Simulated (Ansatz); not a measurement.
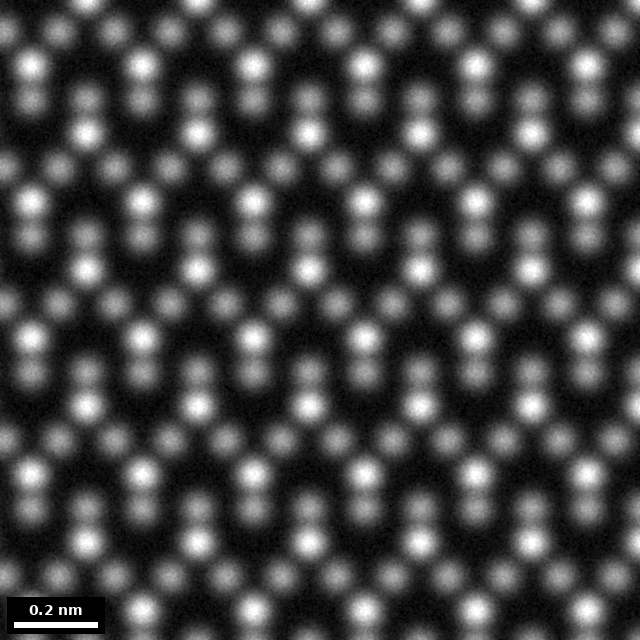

HAADF-like image of Cu. Simulated incoherent Z contrast: every atom adds Z^1.7 spread by a probe of 0.55 Å full width; channelling and multiple scattering are left out. The display is stretched by a gamma of 0.65; percentages refer to the linear signal. Shot noise was added.

> Measure the repeat of the pattern.

The pattern repeats on a rectangular net of 2.7 × 3.3 Å.

> Which plane group does this projection have?

p2mg: mirror lines in one direction, glide lines across them, twofold points on the glide lines.

> How many columns does the smallest repeating cell hold, and how many levels of brightness?

6 columns in the primitive cell of 8.7 Å², with 2 levels of brightness (about 100, 50 % of the brightest, counted from the darkest point).

The crystal is Cu (Pm-3n, No. 223) seen along [211]. Atomic positions: a calculation's starting geometry; the starting structure was generated, so it need not be a known form of this composition.
